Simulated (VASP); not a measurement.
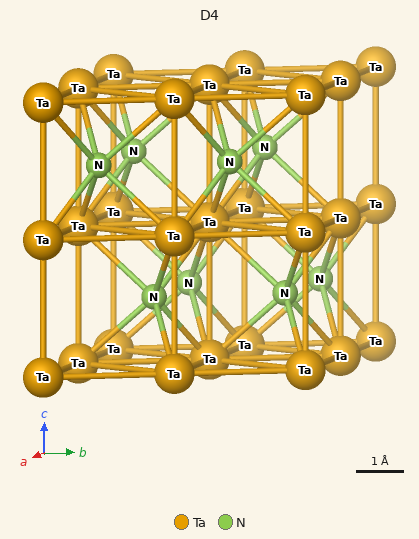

Crystalline TaN (set up in P6_3/mmc), relaxed (cell and atoms) with several dispersion corrections. The picture shows the result with D4. The picture is a ball-and-stick view of the cell of the calculation, repeated 2 × 2 × 1 with one cell outlined, seen slightly off an axis.

Computed with VASP 6.6.1: RPBE, VASP PAW PBE potentials, recommended. Set-up: plane-wave cutoff 600 eV; k-point mesh 7 × 7 × 4; occupations fermi-dirac; smearing width 0.05 eV; no spin polarisation.

| dispersion correction | volume (Å³/atom) | a (Å) | c (Å) |
| --- | --- | --- | --- |
| D4 | 10.733 | 2.898 | 5.904 |
| D3(BJ) | 9.784 | 2.807 | 5.734 |
| D3 | ? | ? | ? |
| none | 11.070 | 2.930 | 5.957 |

Q: Estimate the missing row from the others, and compare with the calculation.

A: With D3 the volume falls between D4 (10.733) and none (11.070). The calculation gives 10.778 Å³/atom (a = 2.897 Å, c = 5.933 Å). In order of volume: D3(BJ) < D4 < D3 < none; the spread is 13.1 %.
